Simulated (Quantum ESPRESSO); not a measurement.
# NaF (Villiaumite): phonons by linear response, part 2 of 3

Wanted: phonon bands, density of states and zone-centre response of NaF (Villiaumite).

Quantum ESPRESSO 7.5; DFT LDA, scalar-relativistic, plane waves, PseudoDojo norm-conserving pseudopotentials.

So far. Step 2 (A probe with smearing): A gap of 6.0 eV opens on this mesh, so the crystal is taken as an insulator; the start stands at -4.5 GPa. Step 4 (Ground state): The cell stands at -0.002 GPa, close enough for phonons. The relaxed cell has a = 4.502 Å (conventional setting).

### 5. Phonons on a q mesh

Linear response treats each wavevector in the unit cell, with no supercell; the 4×4×4 mesh fixes the range of the force constants to be had.

Contents of ph.in:

```
phonons
&INPUTPH
  prefix = 'x'
  outdir = './tmp'
  fildyn = 'x.dyn'
  tr2_ph = 1.0d-18
  epsil  = .true.
  ldisp  = .true.
  nq1    = 4
  nq2    = 4
  nq3    = 4
/
```

Launch:

```bash
$ OMP_NUM_THREADS=1 mpirun -n 4 ph.x -nk 4 -in ph.in > ph.out
```

Numbers of over 12 decimals in the logs are rounded to 6 here.

What it wrote:

```text
[banners, grids, parts of the stress and lines that vanish by symmetry left out]
[banner, memory and clock lines left out]
Program PHONON v.7.5

[...]
Exchange-correlation= PW
                           (   1   4   0   0   0   0   0)
[...]
(   8 q-points):
[...]
kinetic-energy cut-off    =      88.0000  Ry
     charge density cut-off    =     352.0000  Ry
     convergence threshold     =      1.0E-18
[...]
Exchange-correlation= PW
                           (   1   4   0   0   0   0   0)
[...]
q = (   0.0000000   0.0000000   0.0000000 )
     49 Sym.Ops. (with q -> -q+G )
     G cutoff =  322.7340  (  17153 G-vectors)     FFT grid: ( 36, 36, 36)
     number of k points=    29
[...]
Mode symmetry, O_h (m-3m)  point group:
[...]
Dielectric constant
[...]
End of electric fields calculation
          Dielectric constant in cartesian axis
          (       1.930609976      -0.000000000      -0.000000000 )
          (      -0.000000000       1.930609976       0.000000000 )
          (      -0.000000000       0.000000000       1.930609976 )
          Effective charges (d Force / dE) in cartesian axis without acoustic sum rule applied (asr)
           atom    1  Na    Mean Z*:        0.99910
      Ex  (        0.99910        0.00000        0.00000 )
      Ey  (        0.00000        0.99910       -0.00000 )
      Ez  (        0.00000       -0.00000        0.99910 )
           atom    2  F     Mean Z*:       -0.99841
      Ex  (       -0.99841       -0.00000        0.00000 )
      Ey  (       -0.00000       -0.99841        0.00000 )
      Ez  (       -0.00000        0.00000       -0.99841 )
          Effective charges Sum: Mean:        0.00069
[...]
Effective charges (d Force / dE) in cartesian axis with asr applied:
           atom    1  Na    Mean Z*:        0.99875
[...]
atom    2  F     Mean Z*:       -0.99875
[...]
Representation #   1 modes #   1   2   3
[...]
End of self-consistent calculation
     Convergence has been achieved
     Representation #   2 modes #   4   5   6
[...]
End of self-consistent calculation
     Convergence has been achieved
[...]
Dielectric constant in cartesian axis
          (       1.930609976      -0.000000000      -0.000000000 )
          (      -0.000000000       1.930609976       0.000000000 )
          (      -0.000000000       0.000000000       1.930609976 )
          Effective charges (d Force / dE) in cartesian axis without acoustic sum rule applied (asr)
           atom    1  Na    Mean Z*:        0.99910
      Ex  (        0.99910        0.00000        0.00000 )
      Ey  (        0.00000        0.99910       -0.00000 )
      Ez  (        0.00000       -0.00000        0.99910 )
           atom    2  F     Mean Z*:       -0.99841
      Ex  (       -0.99841       -0.00000        0.00000 )
      Ey  (       -0.00000       -0.99841        0.00000 )
      Ez  (       -0.00000        0.00000       -0.99841 )
          Effective charges Sum: Mean:        0.00069
[...]
Effective charges (d Force / dE) in cartesian axis with asr applied:
           atom    1  Na    Mean Z*:        0.99875
[...]
atom    2  F     Mean Z*:       -0.99875
[...]
Effective charges (d P / du) in cartesian axis
[...]
q = (    0.000000000   0.000000000   0.000000000 )
[...]
freq (    1) =       0.191284 [THz] =       6.380544 [cm-1]
     freq (    2) =       0.191284 [THz] =       6.380544 [cm-1]
     freq (    3) =       0.191284 [THz] =       6.380544 [cm-1]
     freq (    4) =       8.273933 [THz] =     275.988695 [cm-1]
     freq (    5) =       8.273933 [THz] =     275.988695 [cm-1]
     freq (    6) =       8.273933 [THz] =     275.988695 [cm-1]
[...]
Mode symmetry, O_h (m-3m)  point group:
     freq (   1-   3) =          6.4  [cm-1]   --> T_1u G_15  G_4- I
     freq (   4-   6) =        276.0  [cm-1]   --> T_1u G_15  G_4- I
[...]
Mode symmetry, C_3v (3m)   point group:
[...]
Representation #   1 mode #   1
[...]
End of self-consistent calculation
     Convergence has been achieved
     Representation #   2 mode #   2
[...]
End of self-consistent calculation
     Convergence has been achieved
     Representation #   3 modes #   3   4
[...]
Convergence has been achieved
     Representation #   4 modes #   5   6
[...]
Convergence has been achieved
[...]
q = (   -0.176776695   0.176776695  -0.176776695 )
[...]
freq (    1) =       3.557701 [THz] =     118.672135 [cm-1]
     freq (    2) =       3.557701 [THz] =     118.672135 [cm-1]
     freq (    3) =       5.323280 [THz] =     177.565514 [cm-1]
     freq (    4) =       7.816816 [THz] =     260.740901 [cm-1]
     freq (    5) =       7.816816 [THz] =     260.740901 [cm-1]
     freq (    6) =      12.051941 [THz] =     402.009469 [cm-1]
[...]
Mode symmetry, C_3v (3m)   point group:
     freq (   1-   2) =        118.7  [cm-1]   --> E    L_3
     freq (   3-   3) =        177.6  [cm-1]   --> A_1  L_1
     freq (   4-   5) =        260.7  [cm-1]   --> E    L_3
     freq (   6-   6) =        402.0  [cm-1]   --> A_1  L_1
[...]
Mode symmetry, D_3d (-3m)  point group:
[...]
Representation #   1 mode #   1
[...]
Convergence has been achieved
     Representation #   2 modes #   2   3
[...]
Convergence has been achieved
     Representation #   3 mode #   4
[...]
Convergence has been achieved
     Representation #   4 modes #   5   6
[...]
Convergence has been achieved
[...]
q = (    0.353553391  -0.353553391   0.353553391 )
[...]
freq (    1) =       5.924113 [THz] =     197.607140 [cm-1]
     freq (    2) =       5.924113 [THz] =     197.607140 [cm-1]
[...]
Mode symmetry, D_3d (-3m)  point group:
     freq (   1-   2) =        197.6  [cm-1]   --> E_u  L_3'
     freq (   3-   4) =        220.8  [cm-1]   --> E_g  L_3
     freq (   5-   5) =        316.9  [cm-1]   --> A_2u L_2'
     freq (   6-   6) =        320.9  [cm-1]   --> A_1g L_1
[...]
Mode symmetry, C_4v (4mm)  point group:
[...]
Convergence has been achieved
[...]
Convergence has been achieved
[...]
Convergence has been achieved
[...]
Convergence has been achieved
[...]
q = (    0.000000000   0.353553391   0.000000000 )
[...]
Mode symmetry, C_4v (4mm)  point group:
     freq (   1-   2) =        102.7  [cm-1]   --> E    G_5 D_5
     freq (   3-   3) =        218.7  [cm-1]   --> A_1  G_1 D_1
     freq (   4-   5) =        283.3  [cm-1]   --> E    G_5 D_5
     freq (   6-   6) =        358.8  [cm-1]   --> A_1  G_1 D_1
[...]
Mode symmetry, C_s (m)     point group:
[...]
q = (    0.530330086  -0.176776695   0.530330086 )
[...]
Mode symmetry, C_s (m)     point group:
     freq (   1-   1) =        159.3  [cm-1]   --> A''
     freq (   2-   2) =        205.8  [cm-1]   --> A'
     freq (   3-   3) =        244.3  [cm-1]   --> A'
     freq (   4-   4) =        266.8  [cm-1]   --> A''
     freq (   5-   5) =        285.9  [cm-1]   --> A'
     freq (   6-   6) =        316.2  [cm-1]   --> A'
[...]
Mode symmetry, C_2v (mm2)  point group:
[...]
q = (    0.353553391   0.000000000   0.353553391 )
[...]
Mode symmetry, C_2v (mm2)  point group:
     freq (   1-   1) =        168.7  [cm-1]   --> B_2  D_4  S_4
     freq (   2-   2) =        195.8  [cm-1]   --> B_1  D_3  S_3
     freq (   3-   3) =        222.7  [cm-1]   --> B_1  D_3  S_3
     freq (   4-   4) =        249.8  [cm-1]   --> A_1  D_1  S_1
     freq (   5-   5) =        292.0  [cm-1]   --> B_2  D_4  S_4
     freq (   6-   6) =        336.1  [cm-1]   --> A_1  D_1  S_1
[...]
Mode symmetry, D_4h(4/mmm) point group:
[...]
Convergence has been achieved
[...]
Convergence has been achieved
[...]
Convergence has been achieved
[...]
Convergence has been achieved
[...]
q = (    0.000000000  -0.707106781   0.000000000 )
[...]
freq (    5) =       8.707266 [THz] =     290.443135 [cm-1]
     freq (    6) =       9.324137 [THz] =     311.019726 [cm-1]
[...]
Mode symmetry, D_4h(4/mmm) point group:
     freq (   1-   2) =        144.4  [cm-1]   --> E_u  X_5' M_5'
     freq (   3-   3) =        265.6  [cm-1]   --> A_2u X_4' M_4'
     freq (   4-   5) =        290.4  [cm-1]   --> E_u  X_5' M_5'
     freq (   6-   6) =        311.0  [cm-1]   --> A_2u X_4' M_4'
[...]
Mode symmetry, D_2d (-42m) point group:
[...]
Representation #   1 mode #   1
[...]
Convergence has been achieved
     Representation #   2 mode #   2
[...]
Convergence has been achieved
     Representation #   3 modes #   3   4
[...]
End of self-consistent calculation
     Convergence has been achieved
     Representation #   4 modes #   5   6
[...]
End of self-consistent calculation
     Convergence has been achieved
[...]
q = (   -0.353553391  -0.707106781   0.000000000 )
[...]
freq (    1) =       6.437887 [THz] =     214.744789 [cm-1]
     freq (    2) =       6.437887 [THz] =     214.744789 [cm-1]
     freq (    3) =       6.784528 [THz] =     226.307491 [cm-1]
     freq (    4) =       7.488481 [THz] =     249.788826 [cm-1]
     freq (    5) =       9.010078 [THz] =     300.543861 [cm-1]
     freq (    6) =       9.010078 [THz] =     300.543861 [cm-1]
[...]
Mode symmetry, D_2d (-42m) point group:
     freq (   1-   2) =        214.7  [cm-1]   --> E    X_5  W_3
     freq (   3-   3) =        226.3  [cm-1]   --> B_2  X_3  W_2
     freq (   4-   4) =        249.8  [cm-1]   --> A_1  X_1  W_1
     freq (   5-   6) =        300.5  [cm-1]   --> E    X_5  W_3
```

Elapsed: 19 min, on 4 MPI ranks of Arm Neoverse V1, shared host; 77 min of CPU time.

Read from the output:

```yaml
miss_of_the_charge_sum_rule: 6.90e-4 e
largest_acoustic_frequency_at_the_zone_centre_before_the_sum_rule: 6.38 cm⁻¹
highest_optical_zone_centre_mode_no_lo_to_term: 276.0 cm⁻¹
lowest_optical_zone_centre_mode: 276.0 cm⁻¹
mean_high_frequency_dielectric_constant: 1.931
largest_born_charge_in_size_third_of_the_trace: 0.9991 e
lowest_mode_on_the_q_mesh_acoustic_ones_at_the_zone_centre_apart: 102.7 cm⁻¹
```

Frequencies (cm⁻¹) at each irreducible wavevector; negative means imaginary. Frequencies by wavevector:

```
  q (fractions)  star  mode 1  mode 2  mode 3  mode 4  mode 5  mode 6
          0 0 0     1    6.38    6.38    6.38     276     276     276
       0 0 0.25     8   118.7   118.7   177.6   260.7   260.7     402
       0 0 -0.5     4   197.6   197.6   220.8   220.8   316.9   320.9
    0 0.25 0.25     6   102.7   102.7   218.7   283.3   283.3   358.8
    0 0.25 -0.5    24   159.3   205.8   244.3   266.8   285.9   316.2
   0 0.25 -0.25    12   168.7   195.8   222.7   249.8     292   336.1
    0 -0.5 -0.5     3   144.4   144.4   265.6   290.4   290.4     311
0.25 -0.5 -0.25     6   214.7   214.7   226.3   249.8   300.5   300.5
```

Born charge (rows field, columns displacement), before the sum rule (e), principal values of the symmetric part by kind of site:

```
atom  atoms with these values      low   middle     high     mean
 Na1                        1   0.9991   0.9991   0.9991   0.9991
  F2                        1  -0.9984  -0.9984  -0.9984  -0.9984
```

In full for Na1:

```
0.9991 0.0000 0.0000
0.0000 0.9991 0.0000
0.0000 0.0000 0.9991
```

High-frequency dielectric tensor:

```
1.93 0.00 0.00
0.00 1.93 0.00
0.00 0.00 1.93
```

The acoustic modes at Γ come out as far as 6.4 cm⁻¹ from zero, where they should vanish, a small numerical error; the Born charges miss their sum rule by 6.9e-4 e, which is good.

### 6. Force constants in real space

The dynamical matrices of the mesh are Fourier-transformed to force constants in real space, after the long-range dipole part is taken out.

Contents of q2r.in:

```
&INPUT
  fildyn = 'x.dyn'
  zasr   = 'simple'
  flfrc  = 'x.fc'
/
```

Launch:

```bash
$ q2r.x < q2r.in > q2r.out
```

What it wrote:

```text
[banners, grids, parts of the stress and lines that vanish by symmetry left out]
[banner, memory and clock lines left out]
Program Q2R v.7.5

  reading grid info from file x.dyn0

  reading force constants from file x.dyn1
 macroscopic fields = T
   1.93061  -0.00000  -0.00000
  -0.00000   1.93061   0.00000
[...]
na=            1
[...]
na=            2
[...]
-0.00000  -0.99841   0.00000
  -0.00000   0.00000  -0.99841
  alpha Ewald:   0.916858
  nqs=            1
 q=   0.00000000  0.00000000  0.00000000
  reading force constants from file x.dyn2
  alpha Ewald:   0.916858
  nqs=            8
 q=  -0.17677670  0.17677670 -0.17677670
[...]
reading force constants from file x.dyn7
  alpha Ewald:   0.916858
  nqs=            3
[...]
reading force constants from file x.dyn8
  alpha Ewald:   0.916858
  nqs=            6
[...]
q=  -0.70710678 -0.35355339 -0.00000000
 q=   0.00000000 -0.35355339 -0.70710678

      q-space grid ok, #points =   64

      fft-check warning: sum of imaginary terms = 2.476075E-09
```

It took 0.49 s on 1 thread.

### 7. Dispersion

From the force constants any wavevector is cheap; points of the mesh come back as solved, but for the sum rule and, in polar crystals, the LO-TO term at Γ; the rest is interpolation.

Contents of matdyn.in:

```
&INPUT
  asr              = 'simple'
  flfrc            = 'x.fc'
  flfrq            = 'x.freq'
  flvec            = 'x.modes'
  q_in_band_form   = .true.
  q_in_cryst_coord = .true.
/
8
  0.0000000   0.0000000   0.0000000  12  ! GAMMA
  0.0000000   0.5000000   0.5000000  12  ! X
  0.0000000   0.6250000   0.3750000   1  ! U
 -0.3750000   0.3750000   0.0000000  12  ! K
  0.0000000   0.0000000   0.0000000  12  ! GAMMA
  0.0000000   0.5000000  -0.0000000  12  ! L
 -0.2500000   0.5000000   0.2500000  12  ! W
  0.0000000   0.5000000   0.5000000   1  ! X
```

Launch:

```bash
$ matdyn.x -in matdyn.in > matdyn.out
```

What it wrote:

```text
[banner, memory and clock lines left out]
Program MATDYN v.7.5

 mass for atomic type   1 not given; uses mass from file x.fc
 mass for atomic type   2 not given; uses mass from file x.fc
```

Run time: 0.5 s. Hardware: 1 thread.

Numbers from this step:

- lowest frequency on the path: 0 cm⁻¹

Matdyn.x, sum rule simple. Phonon branches along the path, in cm⁻¹:

```
    point  branch 1  branch 2  branch 3  branch 4  branch 5  branch 6
        Γ         0         0         0       276       276       428
        X       144       144       266       290       290       311
        U       166       223       239       268       291       305
jump to K       166       223       239       268       291       305
        Γ         0         0         0       276       276       428
        L       197       197       221       221       317       321
        W       215       215       226       250       300       300
        X       144       144       266       290       290       311
```

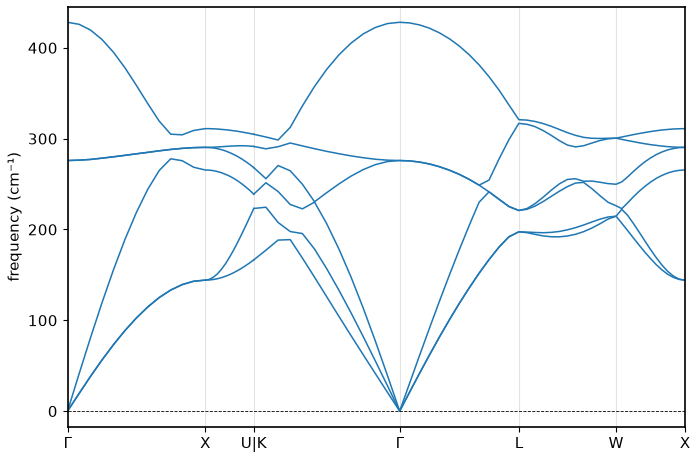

Phonon branches along the path.

All branches are real along the path.

### 8. Density of states

Sums over the zone need many more wavevectors than were solved, so the interpolation is sampled on a dense mesh.

Contents of matdyn.in:

```
&INPUT
  asr    = 'simple'
  flfrc  = 'x.fc'
  dos    = .true.
  fldos  = 'x.dos'
  nk1    = 17
  nk2    = 17
  nk3    = 17
  deltaE = 1.0
/
```

Launch:

```bash
$ matdyn.x -in matdyn.in > matdyn.out
```

What it wrote:

```text
[banner, memory and clock lines left out]
Program MATDYN v.7.5

 mass for atomic type   1 not given; uses mass from file x.fc
 mass for atomic type   2 not given; uses mass from file x.fc
```

The job ended after 5.7 s (1 thread).

This step gave:

```yaml
share_of_modes_beyond_3i_cm_minus1_on_the_dense_interpolated_mesh: 0
zero_point_energy_per_atom: 44.65 meV
heat_capacity_at_300_k: 22.21 J/(mol atoms K)
vibrational_entropy_at_300_k: 24.07 J/(mol atoms K)
```

The phonon density of states has structure finer than the step of the table below, so its rows give means over 25 cm⁻¹, whole bins alone (the curve runs from 0 to 428 cm⁻¹). Peaks (cm⁻¹: height): total 200.0: 0.0311, 244.0: 0.0393, 292.0: 0.0667, 306.0: 0.0422; F 188.0: 0.00878, 242.0: 0.0221, 292.0: 0.0350, 306.0: 0.0329; Na 188.0: 0.0210, 200.0: 0.0248, 244.0: 0.0177, 292.0: 0.0317, 302.0: 0.0110.

Tetrahedra. Phonon density of states against wavenumber; means over each step; values in 1/cm⁻¹/cell:

```
wavenumber (cm⁻¹)    total        F       Na
               25   1.8e-4   8.1e-5   9.8e-5
               50   9.6e-4   4.3e-4   5.3e-4
               75  0.00241  0.00107  0.00134
              100  0.00479  0.00209  0.00269
              125  0.00893  0.00378  0.00515
              150   0.0173  0.00699   0.0103
              175   0.0231  0.00811   0.0150
              200   0.0242  0.00611   0.0181
              225   0.0211   0.0128  0.00828
              250   0.0336   0.0187   0.0149
              275   0.0435   0.0226   0.0209
              300   0.0344   0.0215   0.0128
              325   0.0101  0.00692  0.00314
              350  0.00645  0.00377  0.00268
              375  0.00473  0.00264  0.00209
              400  0.00316  0.00174  0.00143
```

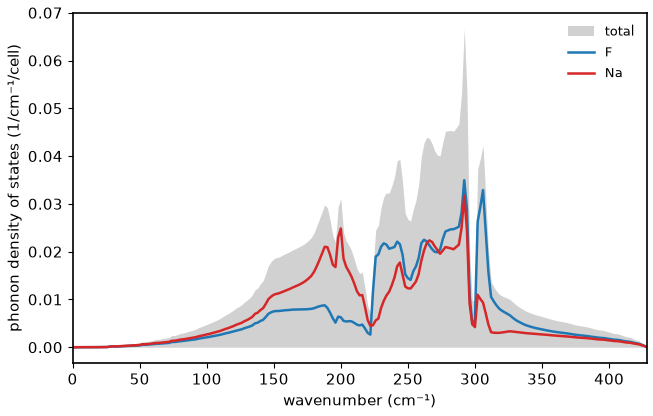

Phonon density of states, plotted against wavenumber.

Harmonic thermodynamic functions per atom, summed over the density of states scaled to three modes an atom; melting is ignored. Thermodynamic functions:

```
T (K)  F_vib (meV/atom)  S (J/mol-atom/K)  C_V (J/mol-atom/K)
    0             44.65                 0                   0
   50             44.56             0.778               2.458
  100              43.2              4.95               10.56
  200             32.45             15.58                19.4
  300             11.71             24.07               22.21
  400            -16.77             30.64               23.35
  500            -51.35             35.91               23.91
  600            -90.91              40.3               24.21
  700            -134.7             44.05               24.41
  800            -182.1             47.32               24.53
  900            -232.6             50.21               24.62
 1000              -286             52.81               24.68
```

At 300 K the heat capacity has reached 89 % of the Dulong-Petit value.

### 9. Modes with the sum rule

A rigid shift of the crystal must cost nothing, but grids and finite bases break this; the acoustic sum rule is imposed before the matrix is diagonalised again. With Born charges the intensities follow, and the static dielectric tensor.

Contents of dynmat.in:

```
&INPUT
  fildyn = 'x.dyn1'
  asr    = 'simple'
  fileig = 'dynmat.eig'
  lperm  = .true.
/
```

Launch:

```bash
$ dynmat.x -in dynmat.in > dynmat.out
```

What it wrote:

```text
[banner, memory and clock lines left out]
Program DYNMAT v.7.5

     Reading Dynamical Matrix from file x.dyn1
     ...Force constants read
     ...epsilon and Z* read
     A direction for q was not specified:TO-LO splitting will be absent

     Polarizability (A^3 units)
     multiply by 0.763240 for Clausius-Mossotti correction
         1.689814   -0.000000   -0.000000
        -0.000000    1.689814    0.000000
        -0.000000    0.000000    1.689814

     IR activities are in (D/A)^2/amu units

# mode   [cm-1]    [THz]      IR
    1     -0.00   -0.0000    0.0000
    2     -0.00   -0.0000    0.0000
    3      0.00    0.0000    0.0000
    4    275.93    8.2723    2.2124
    5    275.93    8.2723    2.2124
    6    275.93    8.2723    2.2124

Electronic dielectric permittivity tensor (relative, adimensional)
         1.930610   -0.000000   -0.000000
        -0.000000    1.930610    0.000000
        -0.000000    0.000000    1.930610

 ... with zone-center polar mode contributions
         4.646576   -0.000000   -0.000000
        -0.000000    4.646576    0.000000
        -0.000000    0.000000    4.646576
```

It took 0.45 s on 1 thread.

Read from the output:

| Property | Result |
| --- | --- |
| highest optical zone-centre mode (no LO-TO term) | 275.9 cm⁻¹ |
| lowest optical zone-centre mode | 275.9 cm⁻¹ |
| mean static dielectric constant | 4.647 |

Unit eigenvectors of the mass-weighted matrix after the sum rule; no LO-TO term. Modes at Γ, with each element's share of the kinetic energy:

```
mode  frequency (cm⁻¹)  symmetry  Na %  F %
   1               0.0  acoustic    55   45
   2               0.0  acoustic    55   45
   3               0.0  acoustic    55   45
   4             275.9       T1u    45   55
   5             275.9       T1u    45   55
   6             275.9       T1u    45   55
```

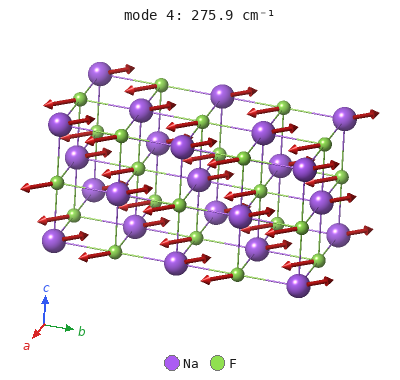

Displacement patterns of mode 4 at Γ; arrows are exaggerated. 1×2×1 conventional cells are drawn. Some periodic images of atoms are drawn too.

Degenerate modes summed, no LO-TO term. Lines of the infrared spectrum (strongest = 100):

```
position (cm⁻¹)  lines merged  label  IR intensity, relative
            276             3    T1u                     100
```

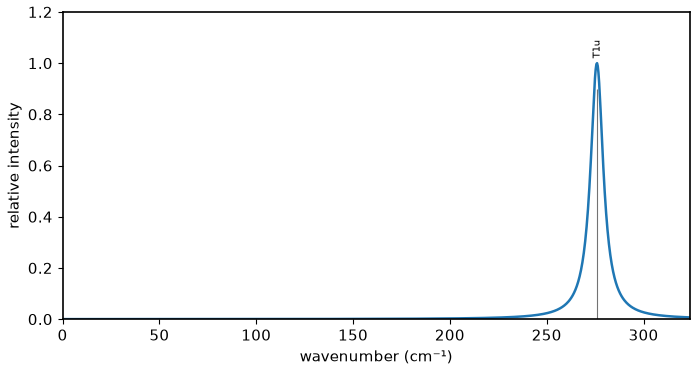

The infrared spectrum, broadened with Lorentzians of width 8 cm⁻¹; bars mark the lines.

Static dielectric tensor (ions relaxed, fixed cell):

```
4.65 0.00 0.00
0.00 4.65 0.00
0.00 0.00 4.65
```

The rule moves no optical mode by more than 0.1 cm⁻¹.

(Continued in part 3 of 3.)

[Host names and launcher messages were left out of these logs when they were recorded.]

[Logs are printed without paths, hosts, clocks, repeated set-up lines and the standing remarks that a program may print on its own settings, such as how far it seeks lower states.]

[Hosts, paths, dates, database ids (printed as entryN), source tags and the programs' standing remarks are cut or masked in the printed files.]
